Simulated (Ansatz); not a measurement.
## NiO: single-point calculation (part 3 of 3)

Continued. System: NiO (Fm-3m, 4 atoms in the cell). Method: DFT r2SCAN+U, scalar-relativistic, plane waves, PAW, Ueff = 3 eV on Ni atom 1 d; Ueff = 3 eV on Ni atom 3 d, spin-polarised (Ansatz 0.2.0); cutoff 500 eV, 8×8×8 k-mesh, Gaussian smearing of 0.05 eV, collinear spins. The structure derives from an entry of the Crystallography Open Database. It belongs to a series of runs on one base structure; here: random orbitals: harmonics, high filling.

Geometry of the input (Å; fractional positions):
```
0.0000  2.0913  2.0913
4.1826  2.0913  2.0913
4.1826  4.1826  0.0000
Ni 0.0000  0.0000  0.0000
O  0.5000  0.5000  0.0000
Ni -0.0000  0.0000  0.5000
O  0.5000  0.5000  0.5000
```

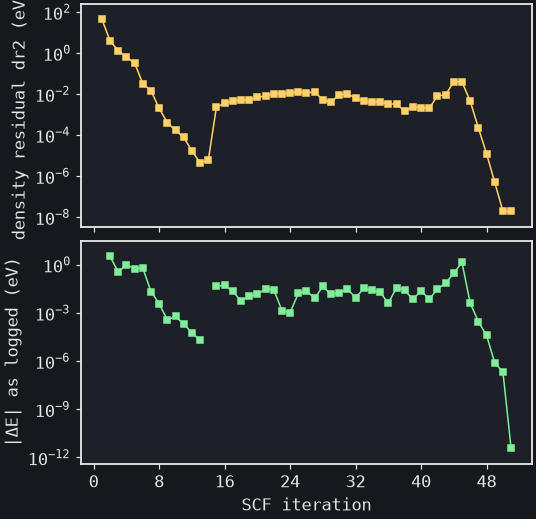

Fig. 1: Convergence of the self-consistent field: density residual dr2 and size of the energy change against the SCF iteration. The residual lingers near 7 × 10⁻³ from about step 16 to 36 before it falls again.

```
SCF converged after 51 iterations
Magnetization: 0.0000 μB (24.0000 up, 24.0000 down)
Absolute magnetization: 3.8357 μB (∫|ρ↑−ρ↓|, with the PAW one-centre terms)
Spin contamination: 1.9975 ħ² per cell (⟨S²⟩ above its minimum at these occupations)
Per-site moments (μB) at R_I (Å): [(1.761960454997523, 0.8626651728749998), (-0.11485097218709821, 0.862665172875), (-1.724472321413886, 0.862665172875), (0.04055706321521046, 0.8626651728749998)]
Free energy (F): -12825.060540 eV
Harris-Foulkes:  -12825.060540 eV  (|F-HF|=2.09e-8)
Internal energy: -12825.060540 eV  (E = F + TS)
E sigma→0 (E₀):  -12825.060540 eV
Fermi energy:    15.225560 eV
--- Per-component energies (eV) ---
  E_band       = -753.206004
  E_kinetic    = 901.505756
  E_local      = -8006.011009  (includes V_loc(G=0)·N_el)
  E_nonlocal   = 1391.447415
  E_hartree    = 3294.379551
  E_xc         = -300.188628
  E_vxc        = -436.762856  (∫ρ·V_xc dr)
  E_hubbard    = 0.639006  (on-site DFT+U / exact-exchange correction)
  E_vhub       = -23.333360  (the Hubbard potential's part of the band-sum identity)
  E_paw        = -3613.405946  (= ΣΔE_a)
  E_vpaw       = -1197.722996  (= ΣTr[D̂ρ^β])
  E_aug_tail   = 0.002137  (compensation charges beyond the density's cutoff)
  E_vtau       = 28.910314  (kinetic-family band-sum trace: ∫τ·v_τ [+ j·A + Jᵃ·Aᵃ] dr)
  E_ewald      = -6492.764802
  E_core_change = -0.664019  (= ΣΔE_core)
  E_smearing   = -0.000000  (= −TS)
  E_closure    = 0.000000  (closes the sum)
  Σ components = -12825.060540   (vs F -12825.060540, Δ=0.00e0)
--- Specified on-site occupations, and those of the state reported ---
  electrons in the specified blocks: 15.6000 specified, 16.4076 found
  site 0 (l=d) ↓: largest change of an orbital's occupation 0.9781; electrons 2.9500 specified, 3.1736 found; spectral distance 0.1306
  site 2 (l=d) ↑: largest change of an orbital's occupation 0.1121; electrons 2.9500 specified, 3.2558 found; spectral distance 0.1642
  site 0 (l=d) ↑: largest change of an orbital's occupation 0.0295; electrons 4.8500 specified, 4.9909 found; spectral distance 0.0631
  site 2 (l=d) ↓: largest change of an orbital's occupation 0.0291; electrons 4.8500 specified, 4.9873 found; spectral distance 0.0615
--- Forces (eV/Å), atoms counted from 1 ---
  atom   1  Ni     0.00000000     0.00000000     0.00000000
  atom   2  O      0.00000000     0.00000000     0.00000000
  atom   3  Ni     0.00000000     0.00000000     0.00000000
  atom   4  O      0.00000000     0.00000000     0.00000000
  max |Σ_I F_I| component: 0.00e0 eV/Å
--- Stress (GPa, compression-positive) ---
       15.654054       0.000000       0.000000
        0.000000       3.247930       0.000000
        0.000000       0.000000      15.519405
  P = ⅓ Tr σ = 11.4738 GPa (114.738 kbar)
--- Band table (eV; the first three rows and the last of 210) ---
  k-point 0 ↑: bands = ["-95.1606", "-91.8077", "-54.0797", "-54.0778", "-53.9905", "-50.8618", "-50.8536", "-50.8347", "-6.6200", "-5.1514", "7.5431", "8.0620", "8.3867", "8.5733", "9.3639", "9.8138", "9.8601", "10.3294", "10.3511", "10.6410", "10.7649", "11.7903", "11.7961", "11.8032", "16.0408", "16.3038", "16.3880", "20.9845", "25.9951", "26.8020", "31.9196", "31.9981"]
  k-point 1 ↑: bands = ["-95.1605", "-91.8076", "-54.0796", "-54.0787", "-53.9914", "-50.8616", "-50.8548", "-50.8358", "-6.4987", "-5.1196", "7.4565", "8.0153", "8.1552", "8.3344", "9.3253", "9.5180", "9.5624", "10.5242", "10.6317", "10.6396", "10.7793", "11.3983", "11.8727", "11.9314", "16.3643", "16.3875", "17.2009", "21.4973", "25.9283", "26.4044", "30.5534", "31.6836"]
  k-point 2 ↑: bands = ["-95.1603", "-91.8073", "-54.0811", "-54.0793", "-53.9935", "-50.8613", "-50.8586", "-50.8375", "-6.1685", "-5.0671", "7.3112", "7.3363", "7.6381", "8.2866", "8.6380", "9.1897", "9.5104", "10.5086", "10.6357", "10.8707", "10.8964", "11.1361", "12.0011", "12.6059", "16.4576", "17.1769", "18.8170", "22.7239", "25.3033", "25.7895", "28.4124", "30.4094"]
  k-point 104 ↓: bands = ["-95.0721", "-91.8204", "-53.9725", "-53.9683", "-53.9634", "-50.9148", "-50.8700", "-50.8595", "-5.4340", "-5.1449", "7.4969", "7.5153", "8.6843", "8.7089", "9.0392", "9.1049", "10.0698", "10.2470", "10.2875", "10.3107", "10.3166", "10.6505", "11.0287", "11.0396", "15.7548", "16.5206", "20.6931", "21.3093", "25.9604", "25.9703", "26.8067", "27.2848"]
Occupation matrices written to [file]
--- Löwdin populations: 4 sites ---
  site symbol       q [e]    m [muB]
     0     Ni     16.6801     1.8185
     1      O      7.1588    -0.1455
     2     Ni     16.7548    -1.7209
     3      O      7.1598     0.0490
  spilling = 0.005134 (of n_electrons = 48.000000)
--- Occupation matrices: 2 shells (run DFT+U table (all-electron-ortho-atomic); ε = 1.25e-2) ---
  Ni0 d_3D: site group Oh (m-3m); on the run's cell D4h (4/mmm)
  Ni0 d_3D up     Tr n = 4.9909  λ = 0.996 0.997 0.999 0.999 1.000  [5× z2 0.20 (T2g 0.60) T2g(0.60)/Eg(0.40)]
  Ni0 d_3D dn     Tr n = 3.1736  λ = 0.043 0.140 0.994 0.998 0.998  [xz 1.00 (T2g 1.00) T2g(1.00)/Eg(1.00) | x2-y2 0.75 (Eg 1.00) Eg(1.00)/B2g(0.75) | 3× yz 0.33 (T2g 0.67) T2g(0.67)/B1g(0.33)]
  specified occupation → Ni0 d_3D up: matrix, ‖Δ‖_F = 0.0631, Tr Δ = -0.1409, displaced = 0.0705, d_λ = 0.0631; orbital distance = 0.0000
  specified occupation → Ni0 d_3D dn: matrix, ‖Δ‖_F = 1.2837, Tr Δ = -0.2236, displaced = 0.9421, d_λ = 0.1306; orbital distance = 1.4142
  Ni2 d_3D: site group Oh (m-3m); on the run's cell D4h (4/mmm)
  Ni2 d_3D up     Tr n = 3.2558  λ = 0.130 0.132 0.998 0.998 0.998  [2× z2 0.50 (Eg 1.00) Eg(1.00)/A1g(0.50) | 3× xz 0.33 (T2g 1.00) T2g(1.00)/Eg(0.67)]
  Ni2 d_3D dn     Tr n = 4.9873  λ = 0.996 0.996 0.997 0.999 0.999  [5× z2 0.20 (T2g 0.60) T2g(0.60)/Eg(0.40)]
  specified occupation → Ni2 d_3D up: matrix, ‖Δ‖_F = 0.1642, Tr Δ = -0.3058, displaced = 0.1529, d_λ = 0.1642; orbital distance = 0.0000
  specified occupation → Ni2 d_3D dn: matrix, ‖Δ‖_F = 0.0615, Tr Δ = -0.1373, displaced = 0.0686, d_λ = 0.0615; orbital distance = 0.0000
  Tr n, λ and their labels are of the run-group-symmetrised matrices; stabiliser: 8 of 64 elements of G0×{1,Θ} (closed), max defect 1.2e-15 at τ = 2.6e-3
```

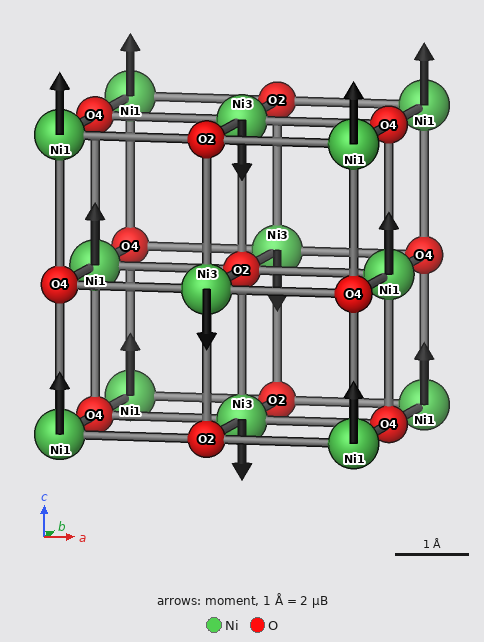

Fig. 2: Magnetic moments of the sites as black arrows (ball-and-stick view of the cell 2 times as large as that of the calculation, set on its symmetry axes, seen slightly off an axis; atoms are numbered from 1 in the order of the input); small moments hardly show. The run is collinear, so the axis drawn is arbitrary. Site moments: Ni1 (1.76 μB); Ni3 (−1.72 μB); O2 (−0.11 μB). They are counted near the atoms and needn't add up to the moment of the cell.

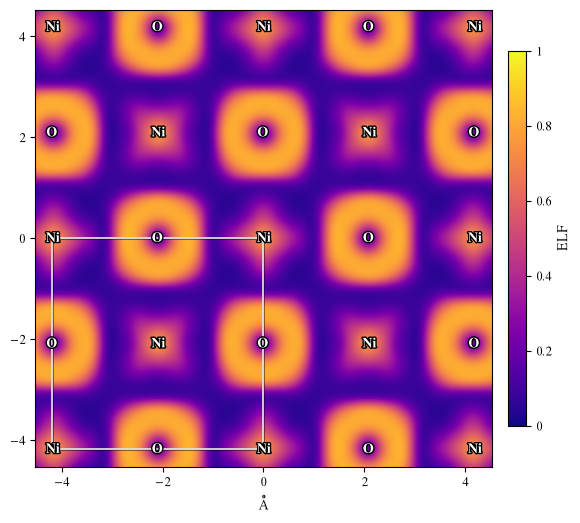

Fig. 3: ELF on the (110) plane of the conventional cell of the magnetic structure. The section cuts through Ni and O sites. Ni–O (2.09 Å): the ELF is about 0.15 at the midpoint. The strong features right at Ni lie inside the PAW spheres (semicore, d or f shells) and say nothing about bonding. Core electrons are frozen (PAW), so the fields are smoothed inside the atomic spheres.

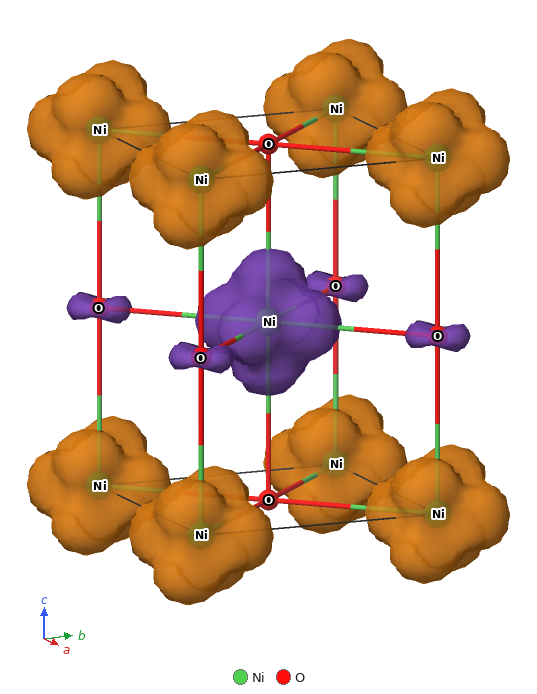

Fig. 4: Isosurfaces of the spin density (up minus down) at +0.2 (orange) and −0.2 e/Å³ (purple), seen slightly off an axis. Sticks mark near contacts. The outline is the cell set on symmetry axes of the magnetic structure. The cell of the calculation (4 atoms) carries 0.0 μB net.

Summary

| quantity | value |
| --- | --- |
| outcome | converged |
| space group (tolerance 0.01 Å) | Fm-3m (225) |
| electrons treated | 48 |
| free energy | −12825.0605 eV |
| Fermi energy | 15.226 eV |
| gap on the k-point mesh | 1.06 eV |
| net moment of the cell | 0.00 μB |
| integrated absolute moment | 3.84 μB |
| pressure | 11.47 GPa |
| largest force (length of the vector) | under 0.001 eV/Å |
| wall time | 99 s (CPU time 6.4 min) |
| peak memory | 1.1 GiB |

Notes

Warnings of the run: the typed occupations were not kept; the occupation matrices lower the symmetry.
